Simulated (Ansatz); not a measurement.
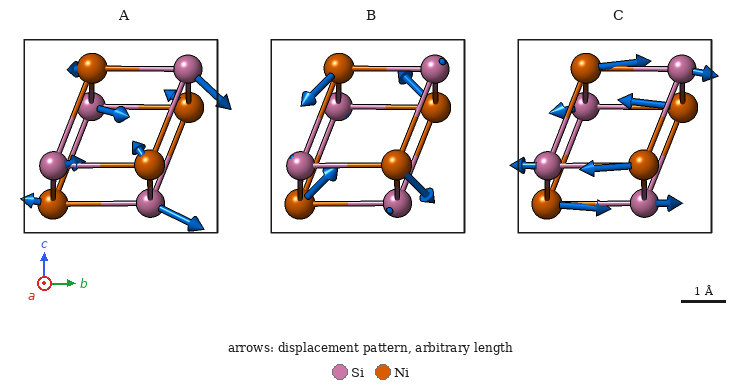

Modes of crystalline SiNi, space group P2₁3 (No. 198), at the zone centre (one member of each degenerate set). The blue arrows give the relative displacements of the atoms. A ball-and-stick model of the cell of the calculation, seen along the a axis.

The calculation used Ansatz 0.2.0, DFT r2SCAN, scalar-relativistic, plane waves, PAW.

Q: Give the symmetry species and the selection rules of each.

A: A is T, infrared- and Raman-active by symmetry (282 cm⁻¹). B is A, Raman-active by symmetry (161 cm⁻¹). C is T, infrared- and Raman-active by symmetry (186 cm⁻¹). In a metal the free carriers screen the infrared response.

Limits of the set-up: an element that often carries a moment was run without spin polarisation.
